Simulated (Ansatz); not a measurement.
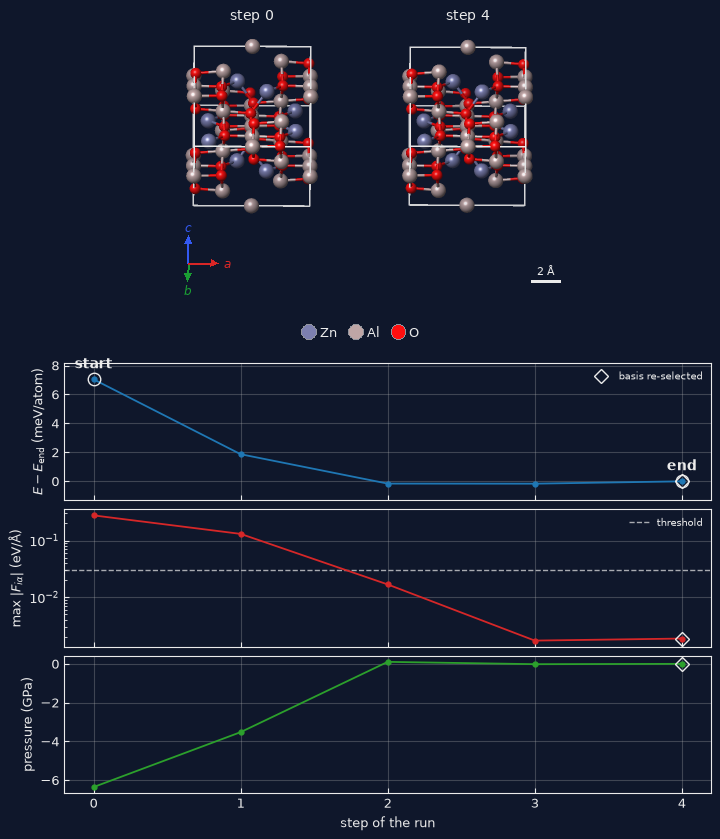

First and last geometry of a relaxation of a crystal of Al2ZnO4 (set up in Fd-3m), with the history of the run. The picture is a ball-and-stick view of the conventional cell (4 times the calculation's cell), seen from a free direction. Lengths and directions refer to the drawn axes.

The start is a measured structure.

All numbers below come from Ansatz, DFT, PAW plane waves, r2SCAN. Set-up: plane-wave cutoff 500 eV; k-point mesh 6 × 6 × 6; occupations fermi dirac; smearing width 0.1 eV; no spin polarisation; cell and atoms relaxed; force threshold 0.03 eV/Å; at most 80 steps.

Question: Did the run converge, and what did it change?

Answer: It converged. Over 3 accepted moves (4 points after the start) the energy falls by 7.0 meV per atom. Largest force component: 0.28 eV/Å at the start, 0.0019 eV/Å at the end. The pressure goes from −6.35 to 0.00 GPa. The SCF was repeated once at an unchanged geometry on a basis and grid sized afresh for the cell, which shifted the energy by 0.2 meV per atom at most. The largest moves relative to the cell, 0.010 Å, are those of O atoms. Zn and Al stay in place. The drawn cell changes as follows: a = b = c 8.157 → 8.079 Å (−1.0 %); the volume changes by −2.8 %. Some distances before and after: Al–O 1.936 → 1.912 Å, O–Zn 1.955 → 1.947 Å. The space group stays Fd-3m (No. 227).
